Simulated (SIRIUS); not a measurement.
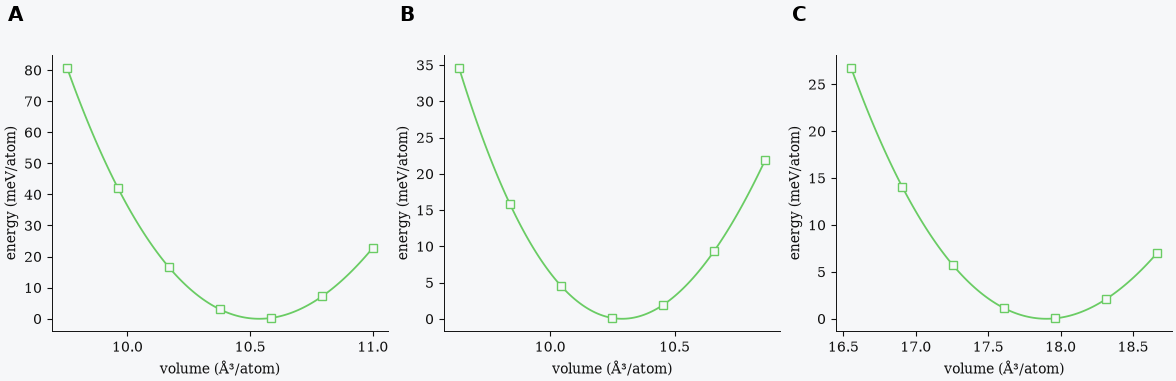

Each panel shows the energy against volume for one of these solids: MgS, Fm-3m (No. 225); WC, P-6m2 (No. 187); ZrB₂, P6/mmm (No. 191).

Method: plane-wave DFT, no spin polarisation; energies at scaled volumes of the given cell, shape and fractions fixed, counted from the fit's minimum, third-order Birch-Murnaghan fit (SIRIUS 7.10.0). Level: PBE.

> Match the panels to the solids.

A is WC (energy from 0.26 meV/atom to 80.68 meV/atom, V0 10.54 Å³/atom, B0 388 GPa); B is ZrB₂ (energy from 0.12 meV/atom to 34.62 meV/atom, V0 10.29 Å³/atom, B0 239 GPa); C is MgS (energy from 0.05 meV/atom to 26.74 meV/atom, V0 17.9 Å³/atom, B0 73.9 GPa).

For WC, limits of the calculation: coarse k mesh; shape and atomic fractions are frozen while scaling, which makes layered, chain and framework solids too stiff.

For ZrB₂, limits of the calculation: coarse k mesh; shape and atomic fractions are frozen while scaling, which makes layered, chain and framework solids too stiff.
